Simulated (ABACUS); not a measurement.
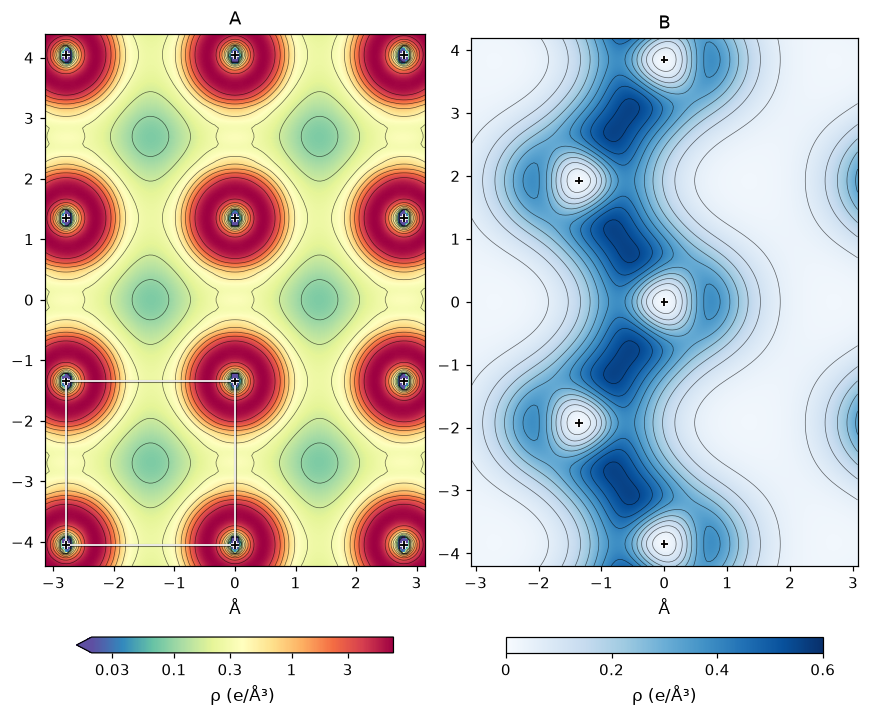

The valence charge density (pseudo) of 2 systems, each on a plane through atoms (crosses mark nuclei in the plane).

Computed with Kohn-Sham DFT of a periodic cell, HSE-type, SG15 ONCV 1.2 PBE in ABACUS 3.10.1.

System 1: Ge, the (010) plane of the conventional cell. Space group Cmmm; a structure from a database of computed crystals, not necessarily the ambient phase.

System 2: Si, the (011) plane of the conventional cell. Space group Fd-3m; a structure from a database of computed crystals, not necessarily the ambient phase.

```xyz
8
Lattice="5.4437 0.0000 0.0000 0.0000 5.4437 0.0000 0.0000 0.0000 5.4437" Properties=species:S:1:pos:R:3 pbc="T T T"
Si    0.0000    0.0000    0.0000
Si    2.7219    2.7219    0.0000
Si    2.7219    0.0000    2.7219
Si    0.0000    2.7219    2.7219
Si    1.3609    1.3609    1.3609
Si    4.0828    4.0828    1.3609
Si    4.0828    1.3609    4.0828
Si    1.3609    4.0828    4.0828
```

> Match each panel to its system.

Panel A is system 1, Ge: the plane holds Ge. Ge–Ge (2.70 Å): ρ is about 0.35 e/Å³ halfway. Panel B is system 2, Si: the plane holds Si. Si–Si (2.36 Å): ρ at the midpoint is about 0.56 e/Å³.
